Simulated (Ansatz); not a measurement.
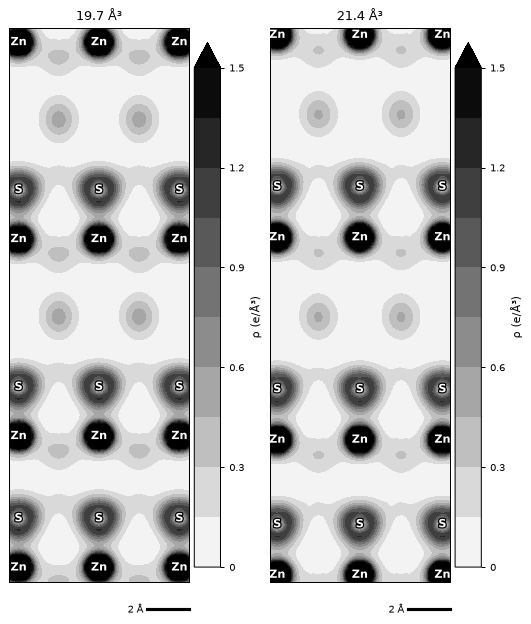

ZnS. The valence electron density of cells scaled evenly to different volumes (given per atom above each panel), on the (010) plane of each (indices in the axes of the cell below), at one length scale and on one colour scale.

These are results of DFT PBE, scalar-relativistic, plane waves, PAW (Ansatz 0.2.0), not measurements.

The density is the valence pseudo-density of a PAW calculation; it isn't the true density close to the nuclei.

The largest cell:

```
Zn S
1.0
     3.92315    0.00000    0.00000
    -1.96158    3.39755    0.00000
     0.00000    0.00000   25.65260
Zn S
8 8
Direct
  0.00000 0.00000 0.00003
  0.00000 0.00000 0.50003
  0.33333 0.66667 0.12495
  0.66667 0.33333 0.62495
  0.33333 0.66667 0.37513
  0.66667 0.33333 0.87513
  0.33333 0.66667 0.75004
  0.66667 0.33333 0.25004
  0.00000 0.00000 0.09373
  0.00000 0.00000 0.59373
  0.33333 0.66667 0.21864
  0.66667 0.33333 0.71864
  0.33333 0.66667 0.46880
  0.66667 0.33333 0.96880
  0.33333 0.66667 0.84388
  0.66667 0.33333 0.34388
```

| volume (Å³/atom) | Zn–S contact in the plane (Å) | ρ at its midpoint (e/Å³) | pressure (GPa) | gap on the mesh (eV) | 
| --- | --- | --- | --- | --- |
| 19.71 | 2.339 | 0.509 | 1.7 | 2.13 | 
| 20.16 | 2.357 | ? | ? | ? | 
| 21.37 | 2.403 | 0.445 | −3.5 | 1.78 | 

**Estimate the missing row, and compare with the calculation.**

Over the known rows ln ρ falls by 2.10 per Å of Zn–S distance (the line through the two), which gives 0.490 e/Å³ at 2.357 Å; the calculation gives 0.500 e/Å³. For the pressure, a straight line in volume between the neighbouring rows gives 0.3 GPa; the calculation gives 0.0. For the gap on the mesh, a straight line in volume between the neighbouring rows gives 2.04 eV; the calculation gives 2.03.
